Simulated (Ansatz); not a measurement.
**Run report: Si₂₄O₄₇ (charge −1), geometry relaxation (part 3 of 3)**

Continued. System: Si₂₄O₄₇ (defect cell, 71 atoms in the cell, total charge −1). Method: DFT, PBEsol, PAW, plane waves (Ansatz 0.2.0); cutoff 420 eV, 1×1×1 k-mesh, Fermi–Dirac smearing of 0.01 eV. 

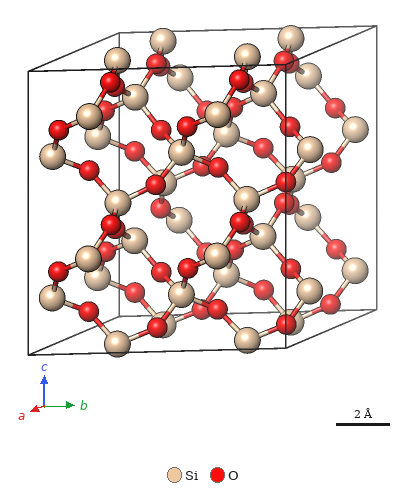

Fig. 1: The input geometry (ball-and-stick view of the cell of the calculation, seen slightly off an axis).

Output, continued
```
  k-point 0 ↑: bands = ["-16.9787", "-16.8334", "-16.7951", "-16.7426", "-16.6536", "-16.5638", "-16.5137", "-16.4074", "-16.2968", "-16.2653", ... 51 levels left out ..., "-4.6364", "-4.5171", "-4.3095", "-4.1810", "-4.1155", "-4.0552", "-3.8319", "-3.7042", "-3.6160", "-3.4845", "-3.3091", "-3.3017", "-3.2680", "-3.2296", "-3.2128", "-3.1525", "-3.1415", "-3.0874", "-3.0691", "-3.0015", "-2.9839", "-2.9548", "-2.8876", "-2.8123", "-2.7895", "-2.7210", "-2.6571", "-2.6090", "-2.5451",
      "-2.4760", "-2.3615", "-2.1361", "-2.0713", "-1.1212", "-1.0700", "-1.0483", "-1.0083", "-0.9805", "-0.9607", "-0.9140", "-0.8559", "-0.8184", "-0.8127", "-0.7218", "-0.7061", "-0.6461", "-0.6215", "-0.6020", "-0.5802", "-0.5518", "-0.4846", "-0.4319", "-0.4022", "-0.3735", "-0.3460", "-0.2639", "-0.2325", "-0.1845", "-0.1447", "-0.1264", "-0.0965", "-0.0267", "0.0032", "0.0629", "0.0931", "0.1130", "0.1371", "0.1621", "0.1798",
      "0.2139", "0.2437", "0.2856", "0.3310", "0.4146", "0.4698", "0.5207", "0.5379", "0.5642", "0.5885", "0.6163", "0.6416", "0.6795", "0.6930", "0.7070", "0.7460", "0.7819", "0.8373", "0.8444", "0.9321", "0.9475", "0.9720", "0.9908", "1.0258", "1.0383", "1.0769", "1.1181", "1.1492", "1.1722", "1.2133", "1.2349", "1.2701", "1.3091", "1.3328", "1.3714", "1.4208", "1.4427", "1.4652", "1.5219", "1.5317",
      "1.5955", "1.6121", "1.6620", "1.7100", "1.7642", "1.7999", "1.8203", "1.8363", "1.8829", "1.9271", "1.9689", "1.9922", "2.0314", "2.0662", "2.1329", "2.1958", "2.3210", "2.3375", "3.0894", "7.2788", "8.5530", "9.1295", "9.3582", "9.5271", "9.6534", "9.9535", "10.2383", "10.4014", "10.6335", "10.6973", "10.7965", "10.9558", "11.0013", "11.0674", "11.1041", "11.1513", "11.1824", "11.2595", "11.2836", "11.3254",
      "11.3599", "11.3806", "11.4584", "11.5004", "11.5399", "11.5826", "11.6842", "11.7134", "11.7720", "11.8191", "11.8651", "11.9068", "11.9473", "11.9971", "12.0236", "12.0718", "12.0966", "12.1398", "12.1902", "12.2725", "12.2938", "12.3373", "12.3852", "12.4203", "12.4783", "12.5435", "12.6089", "12.6438", "12.7214", "12.7396", "12.8132", "12.8512", "12.8880", "12.9787", "12.9928", "13.0609", "13.1219", "13.1956", "13.2404", "13.3522",
      "13.3948", "13.4568", "13.5234", "13.6061", "13.6516", "13.6940", "13.7759", "13.7965", "13.8625", "13.9356", "13.9452"]
  k-point 0 ↓: bands = ["-16.9774", "-16.8321", "-16.7936", "-16.7406", "-16.6522", "-16.5624", "-16.5115", "-16.4042", "-16.2944", "-16.2616", ... 51 levels left out ..., "-4.6325", "-4.5054", "-4.2980", "-4.1644", "-4.1090", "-4.0457", "-3.8199", "-3.6945", "-3.6057", "-3.4771", "-3.3077", "-3.2998", "-3.2663", "-3.2264", "-3.2105", "-3.1506", "-3.1391", "-3.0846", "-3.0669", "-2.9991", "-2.9817", "-2.9520", "-2.8814", "-2.8090", "-2.7847", "-2.7178", "-2.6535", "-2.6067", "-2.5337",
      "-2.4645", "-2.3010", "-2.1028", "-2.0364", "-1.1156", "-1.0573", "-1.0283", "-0.9997", "-0.9758", "-0.9400", "-0.8952", "-0.8446", "-0.8110", "-0.8002", "-0.7133", "-0.6908", "-0.6405", "-0.5989", "-0.5973", "-0.5725", "-0.5410", "-0.4773", "-0.4274", "-0.3926", "-0.3669", "-0.3402", "-0.2548", "-0.2243", "-0.1723", "-0.1346", "-0.1208", "-0.0833", "-0.0144", "0.0133", "0.0696", "0.1017", "0.1183", "0.1461", "0.1686", "0.1908",
      "0.2243", "0.2543", "0.2947", "0.3392", "0.4323", "0.4779", "0.5258", "0.5501", "0.5720", "0.5960", "0.6217", "0.6541", "0.6862", "0.7020", "0.7156", "0.7540", "0.7905", "0.8445", "0.8582", "0.9421", "0.9538", "0.9766", "0.9970", "1.0324", "1.0446", "1.0876", "1.1226", "1.1566", "1.1838", "1.2194", "1.2476", "1.2805", "1.3239", "1.3431", "1.3841", "1.4293", "1.4499", "1.4768", "1.5330", "1.5497",
      "1.6037", "1.6213", "1.6813", "1.7179", "1.7689", "1.8074", "1.8291", "1.8476", "1.8915", "1.9408", "1.9787", "1.9972", "2.0423", "2.0725", "2.1699", "2.2134", "2.3542", "2.3588", "3.3808", "8.2835", "8.6435", "9.2355", "9.5173", "9.6079", "9.7158", "9.9877", "10.3084", "10.4564", "10.6663", "10.7408", "10.8520", "10.9783", "11.0233", "11.0912", "11.1585", "11.1635", "11.2204", "11.2743", "11.3006", "11.3368",
      "11.3739", "11.4127", "11.4899", "11.5216", "11.5746", "11.6321", "11.7082", "11.7511", "11.7914", "11.8331", "11.8754", "11.9213", "11.9652", "12.0110", "12.0524", "12.0951", "12.1382", "12.1703", "12.2206", "12.2974", "12.3190", "12.3489", "12.3974", "12.4404", "12.5029", "12.5717", "12.6187", "12.6785", "12.7397", "12.7586", "12.8470", "12.8682", "12.9168", "13.0060", "13.0159", "13.0775", "13.1402", "13.2235", "13.2710", "13.3722",
      "13.4335", "13.5133", "13.5693", "13.6267", "13.6671", "13.7222", "13.7990", "13.8127", "13.8985", "13.9513", "13.9668"]
--- Relaxed structure (17 steps of the walk, 16 accepted, 0 SCFs on fresh bases) ---
  F+E_penalty+E_count = -41347.10009638 eV   max|allowed force component| = 1.106e-2 eV/Å
  atoms:
    - { symbol: Si, position: [0.23737835503584404, 1.0019932119733175, 0.17077897150167526] }
    - { symbol: Si, position: [0.2312609745108391, -0.0032948407773187452, 0.6685598631538396] }
    - { symbol: Si, position: [0.2375188526155701, 0.4984005415691856, 0.16897269982450094] }
    - { symbol: Si, position: [0.2487639178828585, 0.4912632009112663, 0.6575879272476799] }
    - { symbol: Si, position: [0.7411020099478053, 1.0039280843300606, 0.16309061887142334] }
    - { symbol: Si, position: [0.7327238666524865, 0.00042735866918868783, 0.6640623842037169] }
    - { symbol: Si, position: [0.7341053569749266, 0.4953448560672868, 0.16487152192915555] }
    - { symbol: Si, position: [0.740444980758272, 0.502096849137795, 0.671253095240017] }
    - { symbol: Si, position: [-0.0048334922035169064, 0.23379087921655223, 0.33573445987579703] }
    - { symbol: Si, position: [0.002621523521448982, 0.23753906706483838, 0.8260932698804566] }
    - { symbol: Si, position: [0.9995118211911993, 0.7333625102526687, 0.3313998328754047] }
    - { symbol: Si, position: [0.0010717332742571917, 0.7350064563330144, 0.8401487543791677] }
    - { symbol: Si, position: [0.4701504147557244, 0.2640989583722409, 0.34355394220877356] }
    - { symbol: Si, position: [0.499275342205309, 0.23490850522242931, 0.831760449040178] }
    - { symbol: Si, position: [0.5047085169427602, 0.7410345595564864, 0.3311856585454835] }
    - { symbol: Si, position: [0.5010252559561839, 0.7327197698182821, 0.8324052511167909] }
    - { symbol: Si, position: [0.26244204897969503, 0.2617618770119182, -0.0016290874438517004] }
    - { symbol: Si, position: [0.2763557463828663, 0.24834859035051304, 0.49490548075909274] }
    - { symbol: Si, position: [0.2699347072992739, 0.7665558911972714, 1.004820331537171] }
    - { symbol: Si, position: [0.26630840399494693, 0.762199708379433, 0.4975080410314146] }
    - { symbol: Si, position: [0.7719197777890268, 0.27286007707047755, -0.003927668199991209] }
    - { symbol: Si, position: [0.7477932093571835, 0.2668264089471129, 0.500776232859048] }
    - { symbol: Si, position: [0.7643342877239846, 0.7626447560019819, 0.0006749853424372939] }
    - { symbol: Si, position: [0.7676826352682602, 0.7657312109217528, 0.49968605445679337] }
    - { symbol: O, position: [0.20086619793307378, 0.12435257301566376, 0.09953469105126693] }
    - { symbol: O, position: [0.19135352294288455, 0.12407662959775721, 0.614764088388265] }
    - { symbol: O, position: [0.20842251058563593, 0.6310185809043672, 0.10829033276541113] }
    - { symbol: O, position: [0.21700683242612462, 0.6217044519386792, 0.5949452496503277] }
    - { symbol: O, position: [0.7207313720544279, 0.14222715313044174, 0.10339321997133105] }
    - { symbol: O, position: [0.6984592771670592, 0.12881156954090278, 0.6029614491975405] }
    - { symbol: O, position: [0.7058542140636119, 0.6319970298429866, 0.10771613637263898] }
    - { symbol: O, position: [0.7126402504263207, 0.6340089178848394, 0.6067365434108247] }
    - { symbol: O, position: [0.35498949208659136, 0.08471478654597277, 0.28300713088715956] }
    - { symbol: O, position: [0.3671074058965084, 0.07106954824282469, 0.7738658932905211] }
    - { symbol: O, position: [0.3723780853703962, 0.5782619315375469, 0.2724676237442831] }
    - { symbol: O, position: [0.36953805924439576, 0.570621324317822, 0.7722312545749188] }
    - { symbol: O, position: [0.8744205465011096, 0.07067099504650205, 0.2680399863552472] }
    - { symbol: O, position: [0.8634122758910779, 0.07532865479926629, 0.7713890948189419] }
    - { symbol: O, position: [0.8630169091920359, 0.5709762210918505, 0.27476753303696094] }
    - { symbol: O, position: [0.8628104552444222, 0.5727372673099568, 0.7846724804049345] }
    - { symbol: O, position: [0.42476128021542814, 0.29506415831020194, 0.9361113616322354] }
    - { symbol: O, position: [0.43117509080223937, 0.8034162136820118, 0.4345712143523471] }
    - { symbol: O, position: [0.42857654209086027, 0.7905189336002839, 0.940802271586237] }
    - { symbol: O, position: [0.8950661068747713, 0.2834990478413861, 0.42340147303691583] }
    - { symbol: O, position: [0.9311098442708341, 0.30378073143768997, 0.9287212583289485] }
    - { symbol: O, position: [0.9291157084872521, 0.7951187470048605, 0.4385846291559941] }
    - { symbol: O, position: [0.9301430689490615, 0.7965664339589175, 0.9458028550257612] }
    - { symbol: O, position: [0.12211489884997445, 0.20902412842505821, 0.4074815076711799] }
    - { symbol: O, position: [0.13033877292652699, 0.2059279629717753, 0.8922457165215201] }
    - { symbol: O, position: [0.13292449945987767, 0.7047882659369812, 0.39175678680887066] }
    - { symbol: O, position: [0.1368242234828808, 0.7102444128034503, 0.8992555719640225] }
    - { symbol: O, position: [0.5987682744755827, 0.23212518011170233, 0.42042694599661773] }
    - { symbol: O, position: [0.6331816673951358, 0.2091361175569652, 0.8943966938121911] }
    - { symbol: O, position: [0.6356123444808162, 0.7102840406124402, 0.3933067891075982] }
    - { symbol: O, position: [0.635390772292612, 0.704244229157777, 0.8912101635786552] }
    - { symbol: O, position: [0.07641316504812533, 0.3679930815163278, 0.2304262092403171] }
    - { symbol: O, position: [0.08209812197940156, 0.3614491171412206, 0.7152219107294663] }
    - { symbol: O, position: [0.0719220029664146, 0.8611565356871185, 0.22203307310579717] }
    - { symbol: O, position: [0.07144751947719591, 0.8608883886267295, 0.7305097978185248] }
    - { symbol: O, position: [0.5752001411022207, 0.35086789432874893, 0.21280665059142104] }
    - { symbol: O, position: [0.5746043515711261, 0.36597414177158333, 0.7242221705301568] }
    - { symbol: O, position: [0.578417113335512, 0.8723296887645593, 0.2237757824731375] }
    - { symbol: O, position: [0.5727902278983412, 0.8648293161573404, 0.7257384478674417] }
    - { symbol: O, position: [0.2926742278049326, 0.4226598122764523, 0.06169261533930801] }
    - { symbol: O, position: [0.3183766270001315, 0.4195106814426659, 0.5597595829084945] }
    - { symbol: O, position: [0.30509778499530826, 0.9284044889212225, 0.06934508603942413] }
    - { symbol: O, position: [0.2875389591053921, 0.9160657710772043, 0.5659423643120861] }
    - { symbol: O, position: [0.8062389710687243, 0.4372334432580229, 0.05494470944727792] }
    - { symbol: O, position: [0.8116181347643305, 0.43211206678644287, 0.5728968062266574] }
    - { symbol: O, position: [0.7914320064706829, 0.9261977916773734, 0.05474575147385799] }
    - { symbol: O, position: [0.7936978965154247, 0.9264830548103528, 0.5597540251607832] }
--- Löwdin populations: 71 sites ---
  site symbol       q [e]    m [muB]
     0     Si      2.2569     0.0005
     1     Si      2.2615     0.0034
     2     Si      2.2424     0.0037
     3     Si      2.2592     0.0036
     4     Si      2.2395     0.0008
     5     Si      2.2408     0.0005
     6     Si      2.2663     0.0073
     7     Si      2.2454     0.0011
     8     Si      2.2572     0.0052
     9     Si      2.2406     0.0016
    10     Si      2.2431     0.0010
    11     Si      2.2408     0.0010
    12     Si      2.9431     0.4256
    13     Si      2.2433     0.0008
    14     Si      2.2409     0.0017
    15     Si      2.2421     0.0002
    16     Si      2.2412     0.0011
    17     Si      2.8640     0.2911
    18     Si      2.2424     0.0003
    19     Si      2.2404     0.0024
    20     Si      2.2428     0.0009
    21     Si      2.2590     0.0029
    22     Si      2.2419     0.0003
    23     Si      2.2405     0.0019
    24      O      6.7785     0.0003
    25      O      6.7682     0.0679
    26      O      6.7793     0.0002
    27      O      6.7809     0.0008
    28      O      6.7743     0.0002
    29      O      6.7787     0.0004
    30      O      6.7802    -0.0000
    31      O      6.7757     0.0004
    32      O      6.7709     0.0082
    33      O      6.7789     0.0007
    34      O      6.7734     0.0031
    35      O      6.7802    -0.0001
    36      O      6.7810    -0.0000
    37      O      6.7787     0.0004
    38      O      6.7778     0.0004
    39      O      6.7782     0.0004
    40      O      6.7759     0.0003
    41      O      6.7771     0.0002
    42      O      6.7782     0.0000
    43      O      6.7808     0.0002
    44      O      6.7782     0.0001
    45      O      6.7752     0.0003
    46      O      6.7772     0.0000
    47      O      6.7715     0.0013
    48      O      6.7779     0.0004
    49      O      6.7781     0.0002
    50      O      6.7780     0.0002
    51      O      6.7707     0.0083
    52      O      6.7786     0.0001
    53      O      6.7748     0.0015
    54      O      6.7786     0.0000
    55      O      6.7801     0.0001
    56      O      6.7778     0.0001
    57      O      6.7798     0.0001
    58      O      6.7817     0.0009
    59      O      6.7788     0.0687
    60      O      6.7750     0.0007
    61      O      6.7779     0.0003
    62      O      6.7790     0.0000
    63      O      6.7775     0.0009
    64      O      6.7700     0.0023
    65      O      6.7760    -0.0002
    66      O      6.7732     0.0016
    67      O      6.7775     0.0049
    68      O      6.7786     0.0001
    69      O      6.7797     0.0001
    70      O      6.7750     0.0001
  spilling = 0.013830 (of n_electrons = 379.000000)
```

Summary

- outcome: converged
- electrons treated: 379
- free energy: −41347.1001 eV
- Fermi energy: 7.781 eV
- net moment of the cell: 1.00 μB
- largest force (length of the vector) at the end: 0.014 eV/Å
- wall time: 5.4 min (CPU time 41 min)
- peak memory: 2.7 GiB

The k-point mesh is coarse for a cell of this size, so the results may not be converged.
